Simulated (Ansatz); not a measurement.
# SiC2: what the fields show

```yaml
crystal:
  lattice:
    - [4.98507, 0.00000, 0.00000]
    - [0.00000, 6.64464, 0.00000]
    - [0.00000, 0.00000, 8.87172]
  atoms:
    - { symbol: Si, position: [0.71587, 0.00000, 0.00000] }
    - { symbol: Si, position: [0.21587, 0.50000, 0.00000] }
    - { symbol: Si, position: [0.21587, 0.00000, 0.50000] }
    - { symbol: Si, position: [0.71587, 0.50000, 0.50000] }
    - { symbol: Si, position: [0.28413, 0.00000, 0.00000] }
    - { symbol: Si, position: [0.78413, 0.50000, 0.00000] }
    - { symbol: Si, position: [0.78413, 0.00000, 0.50000] }
    - { symbol: Si, position: [0.28413, 0.50000, 0.50000] }
    - { symbol: C, position: [0.64684, 0.00000, 0.30773] }
    - { symbol: C, position: [0.14684, 0.50000, 0.30773] }
    - { symbol: C, position: [0.14684, 0.00000, 0.80773] }
    - { symbol: C, position: [0.64684, 0.50000, 0.80773] }
    - { symbol: C, position: [0.14684, 0.00000, 0.19227] }
    - { symbol: C, position: [0.64684, 0.50000, 0.19227] }
    - { symbol: C, position: [0.64684, 0.00000, 0.69227] }
    - { symbol: C, position: [0.14684, 0.50000, 0.69227] }
    - { symbol: C, position: [0.35316, 0.00000, 0.30773] }
    - { symbol: C, position: [0.85316, 0.50000, 0.30773] }
    - { symbol: C, position: [0.85316, 0.00000, 0.80773] }
    - { symbol: C, position: [0.35316, 0.50000, 0.80773] }
    - { symbol: C, position: [0.85316, 0.00000, 0.19227] }
    - { symbol: C, position: [0.35316, 0.50000, 0.19227] }
    - { symbol: C, position: [0.35316, 0.00000, 0.69227] }
    - { symbol: C, position: [0.85316, 0.50000, 0.69227] }
```

Space group Fmmm; a structure generated by program, which may or may not match a known phase.

The calculation used Ansatz 0.2.0, DFT PBE, scalar-relativistic, plane waves, PAW.

Core electrons are frozen (PAW), and the valence fields are smoothed inside the atomic spheres.

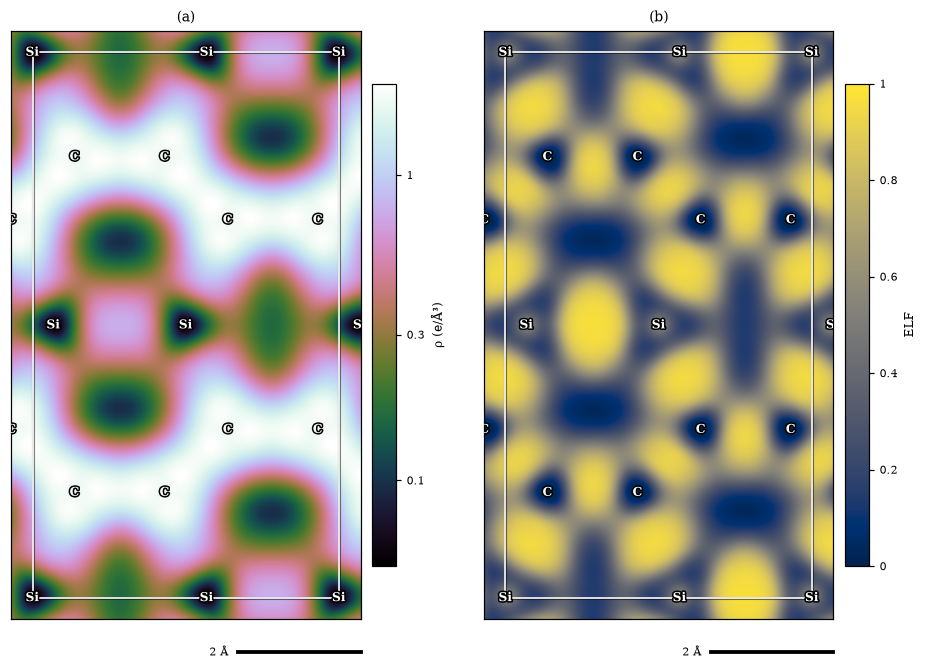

Figure 1. (a) valence electron density; (b) ELF on the (010) plane of the conventional cell.

Describe what can be read from this map.

- Atoms in the plane: Si and C.
- C–C (1.45 Å): the density is about 1.8 e/Å³ at the midpoint; the ELF peaks at about 0.90 between the atoms.
- Si–C (1.84 Å): ρ is about 0.99 e/Å³ halfway; the ELF peaks at about 0.95 between the atoms.
- Si–Si (2.15 Å): ρ at the midpoint is about 0.77 e/Å³; the ELF peaks at about 0.95 between the atoms.
- Between the atoms the lowest density in this plane is 0.1 e/Å³.

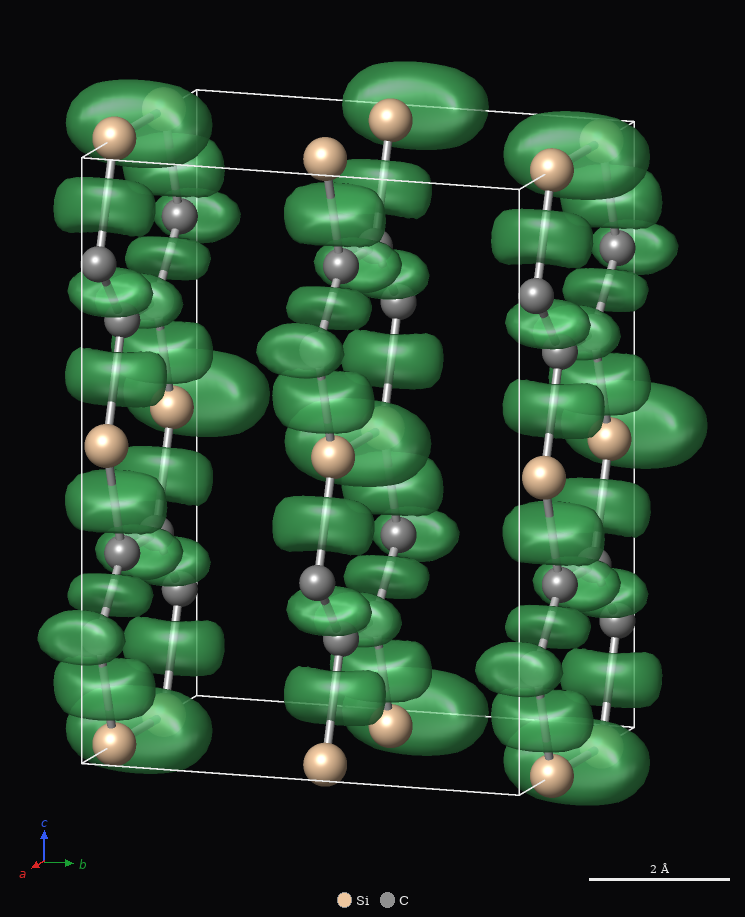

Figure 2. Isosurface of the ELF at 0.8 (green), seen slightly off an axis. Core shells and regions of very low density are left out. Sticks mark near contacts.

Where are the electrons localised?

At this value the surface marks out 16 regions between bonded C–C atoms, 16 regions between bonded C–Si atoms and four regions between bonded Si–Si atoms, counted in one cell of 24 atoms. Any copies at cell faces, edges or corners count once.

Metal or insulator at this level of theory?

It is gapless in this calculation (a metal or semimetal).
